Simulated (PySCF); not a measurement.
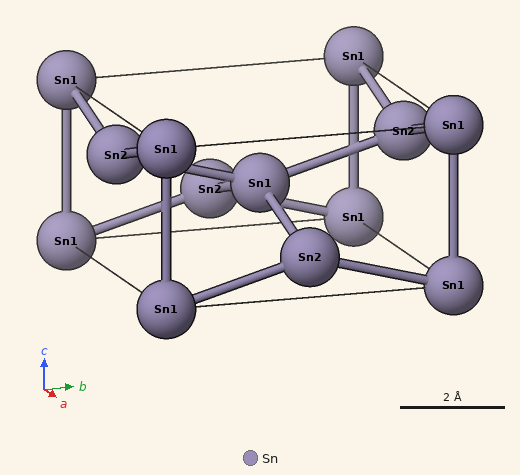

Figure 1. The input geometry (ball-and-stick view of the cell 2 times as large as that of the calculation, set on its symmetry axes, seen slightly off an axis; atoms are numbered from 1 in the order of the input). An atom can appear more than once, as a periodic image. Near neighbours in the periodic cell (some may lie outside the picture): Sn has 6 Sn at 3.05 to 3.20 Å.

# Sn: band-structure run

- system: Sn (I4₁/amd, 2 atoms in the cell)
- method: Kohn-Sham DFT of a periodic cell in Gaussian orbitals, r2SCAN, DZVP-MOLOPT-SR/GTH-PBE (PySCF 2.14.0)

The structure derives from a Materials Project entry. The run did not end well.

The input
```python
import json
import numpy as np
from pyscf.pbc import gto, scf, dft, df

cell = gto.Cell()
cell.basis = 'DZVP-MOLOPT-SR-GTH-q4'
cell.pseudo = 'GTH-PBE-q4'
cell.fromfile('Sn.cif')
cell.ke_cutoff = 50  # hartree
cell.exp_to_discard = 0.02
cell.precision = 1e-08
cell.space_group_symmetry = True
cell.symmorphic = False
cell.max_memory = 5040  # MB
cell.verbose = 4
cell.build()

res = {}
kpts = cell.make_kpts([7, 7, 7], space_group_symmetry=True, time_reversal_symmetry=True)
cell.space_group_symmetry = False  # the mesh holds the operations; no search on the supercells of the integral code
mf = dft.KRKS(cell, kpts, xc='r2scan')
mf = mf.multigrid_numint()
mf = mf.smearing(sigma=0.00183747, method='fermi')  # hartree
mf.conv_tol = 1e-07
mf.max_cycle = 60

mf.kernel()
res.update(converged=bool(mf.converged), e_tot=mf.e_tot, nelec=cell.nelectron, nao=cell.nao, mesh=list(map(int, cell.mesh)), a=cell.lattice_vectors().tolist(), coords=cell.atom_coords().tolist(),
           mo_energy=[np.real(x).tolist() for x in mf.mo_energy], mo_occ=[np.real(x).tolist() for x in mf.mo_occ])
res.update(e_free=mf.e_free, e_zero=mf.e_zero)
res.update(kpts=kpts.kpts_scaled_ibz.tolist(), weights=kpts.weights_ibz.tolist())
res['parts'] = {k: float(np.real(v)) for k, v in mf.scf_summary.items() if np.isscalar(v)}
json.dump(res, open('results.json', 'w'))
if not mf.converged:
    raise SystemExit('SCF not converged')

print('levels (eV)')
for i, kp in enumerate(res['kpts'][:40]):
    print('k %7.4f %7.4f %7.4f  ' % tuple(kp), ' '.join('%.3f' % (x * 27.211386) for x in res['mo_energy'][i][:9]))

mf = mf.to_khf()  # unfold to the whole mesh
kpts = mf.kpts
# Mulliken populations
dm, s = np.asarray(mf.make_rdm1()), np.asarray(mf.get_ovlp())
sites = cell.aoslice_by_atom()[:, 2:]
tot = np.einsum('kij,kji->i', dm, s).real / len(kpts)
res['mulliken'] = [cell.atom_charge(i) - tot[a0:a1].sum() for i, (a0, a1) in enumerate(sites)]
print('Mulliken charges', np.round(res['mulliken'], 5))

scaled = np.array([[0.0, 0.0, 0.0], [0.0, 0.0, 0.166667], [0.0, 0.0, 0.333333], [0.0, 0.0, 0.5], [-0.166667, 0.166667, 0.5], [-0.333333, 0.333333, 0.5], [-0.5, 0.5, 0.5], [-0.4, 0.4, 0.4], [-0.3, 0.3, 0.3], [-0.2, 0.2, 0.2], [-0.1, 0.1, 0.1], [0.0, 0.0, 0.0], [0.046282, 0.046282, -0.046282], [0.092563, 0.092563, -0.092563], [0.138845, 0.138845, -0.138845], [0.185127, 0.185127, -0.185127], [0.231408, 0.231408, -0.231408], [0.27769, 0.27769, -0.27769], [0.323972, 0.323972, -0.323972], [0.305479, 0.305479, -0.180479], [0.286986, 0.286986, -0.036986], [0.268493, 0.268493, 0.106507], [0.25, 0.25, 0.25], [0.125, 0.375, 0.125], [0.0, 0.5, 0.0], [-0.107991, 0.558676, 0.107991], [-0.215981, 0.617352, 0.215981], [-0.323972, 0.676028, 0.323972], [-0.367979, 0.632021, 0.367979], [-0.411986, 0.588014, 0.411986], [-0.455993, 0.544007, 0.455993], [-0.5, 0.5, 0.5], [0.0, 0.0, 0.5], [0.035714, 0.035714, 0.464286], [0.071429, 0.071429, 0.428571], [0.107143, 0.107143, 0.392857], [0.142857, 0.142857, 0.357143], [0.178571, 0.178571, 0.321429], [0.214286, 0.214286, 0.285714], [0.25, 0.25, 0.25]])  # GXMGZPNZ1M,XP
e_kn = mf.get_bands(cell.get_abs_kpts(scaled))[0]
res.update(band_k=np.asarray(scaled).tolist(), bands=np.asarray(e_kn).real.tolist())
for kp, e in zip(scaled, np.asarray(e_kn).real):
    print('k %7.4f %7.4f %7.4f  ' % tuple(kp), ' '.join('%8.3f' % (x * 27.211386) for x in e[:10]))
res['done'] = True
json.dump(res, open('results.json', 'w'))
```

File Sn.cif
```
data_Sn
_cell_length_a 4.45495439
_cell_length_b 4.45495439
_cell_length_c 4.45495439
_cell_angle_alpha 97.40468633
_cell_angle_beta 97.40468633
_cell_angle_gamma 137.92314353
_space_group_name_H-M_alt 'P1'
_space_group_name_Hall 'P 1'
_space_group_IT_number 1
loop_
_space_group_symop_operation_xyz
'x,y,z'
loop_
_atom_site_label
_atom_site_type_symbol
_atom_site_symmetry_multiplicity
_atom_site_Wyckoff_symbol
_atom_site_fract_x
_atom_site_fract_y
_atom_site_fract_z
_atom_site_occupancy
Sn1 Sn 1 a 0.0000000000 0.0000000000 0.0000000000 1
Sn2 Sn 1 a 0.7500000000 0.2500000000 0.5000000000 1
```

Command:
```bash
OMP_NUM_THREADS=4 python -u run.py > log
```

Output
```
Discarded 0 diffused primitive functions, 0 contracted functions
time reversal: False
k-points in IBZ                         weights
  0:  0.000000,  0.000000,  0.000000    1/343
  1:  0.571429, -0.000000,  0.428571    8/343
  2:  0.571429,  0.428571,  0.000000    4/343
  3:  0.571429,  0.428571,  0.571429    4/343
  4:  0.571429,  0.571429,  0.428571    2/343
  5:  0.714286, -0.000000,  0.285714    8/343
  6:  0.714286,  0.285714,  0.000000    4/343
  7:  0.714286,  0.285714,  0.571429    8/343
  8:  0.714286,  0.285714,  0.714286    4/343
  9:  0.714286,  0.428571,  0.428571    8/343
 10:  0.714286,  0.428571,  0.571429    8/343
 11:  0.714286,  0.571429,  0.428571    8/343
 12:  0.714286,  0.571429,  0.714286    16/343
 13:  0.714286,  0.714286,  0.285714    2/343
 14:  0.714286,  0.714286,  0.571429    8/343
 15:  0.857143, -0.000000,  0.142857    8/343
 16:  0.857143, -0.000000,  0.571429    8/343
 17:  0.857143, -0.000000,  0.714286    16/343
 18:  0.857143,  0.142857, -0.000000    4/343
 19:  0.857143,  0.142857,  0.571429    8/343
 20:  0.857143,  0.142857,  0.714286    8/343
 21:  0.857143,  0.142857,  0.857143    4/343
 22:  0.857143,  0.285714,  0.428571    8/343
 23:  0.857143,  0.285714,  0.571429    16/343
 24:  0.857143,  0.285714,  0.714286    8/343
 25:  0.857143,  0.285714,  0.857143    16/343
 26:  0.857143,  0.428571,  0.428571    16/343
 27:  0.857143,  0.428571,  0.571429    8/343
 28:  0.857143,  0.428571,  0.714286    16/343
 29:  0.857143,  0.571429,  0.285714    8/343
 30:  0.857143,  0.571429,  0.428571    8/343
 31:  0.857143,  0.571429,  0.571429    16/343
 32:  0.857143,  0.714286,  0.285714    8/343
 33:  0.857143,  0.714286,  0.428571    16/343
 34:  0.857143,  0.714286,  0.714286    8/343
 35:  0.857143,  0.714286,  0.857143    16/343
 36:  0.857143,  0.857143,  0.142857    2/343
 37:  0.857143,  0.857143,  0.285714    8/343
 38:  0.857143,  0.857143,  0.714286    8/343
 39:  0.857143,  0.857143,  0.857143    8/343

******** <class 'pyscf.pbc.scf.smearing.SmearingKsymAdaptedKRKS'> ********
method = SmearingKsymAdaptedKRKS
initial guess = minao
damping factor = 0
level_shift factor = 0
DIIS = <class 'pyscf.scf.diis.CDIIS'>
diis_start_cycle = 1
diis_space = 8
diis_damp = 0
SCF conv_tol = 1e-07
SCF conv_tol_grad = None
SCF max_cycles = 60
direct_scf = True
direct_scf_tol = 1e-13

******** PBC SCF flags ********
N kpts (BZ) = 343
N kpts (IBZ) = 40
Exchange divergence treatment (exxdiv) = ewald
    madelung (= occupied orbital energy shift) = 0.055072647369818165
    Total energy shift due to Ewald probe charge = -1/2 * Nelec*madelung = -0.220290589479
DF object = <pyscf.pbc.df.fft.FFTDF object>
XC functionals = r2scan
small_rho_cutoff = 0
Uniform grid, mesh = [32 32 30]
Set gradient conv threshold to 0.000316228
nelec by numeric integration = 7.999999999999987
init E= -6.87384570408367
    sigma = 0.00183747  Optimized mu = 0.234035871941  entropy = 0.185683220581
nelec by numeric integration = 8.000000000002533
    Total E(T) = -6.96720354732363  Free energy = -6.96754473467095  E0 = -6.96737414099729
cycle= 1 E= -6.96720354732363  delta_E= -0.0934  |g|= 0.0934  |ddm|= 12.9
    sigma = 0.00183747  Optimized mu = 0.228812040219  entropy = 0.183420461379
```

Outcome

- outcome: stopped at the time limit
- space group (tolerance 0.01 Å): I4₁/amd (141)
- hardware: 4 threads of Arm Neoverse V2, 24 GiB of memory available, shared host
- wall time: 21 min (CPU time 83 min)
- peak memory: 4.7 GiB

The run was cut off by its time limit, so the output is incomplete.
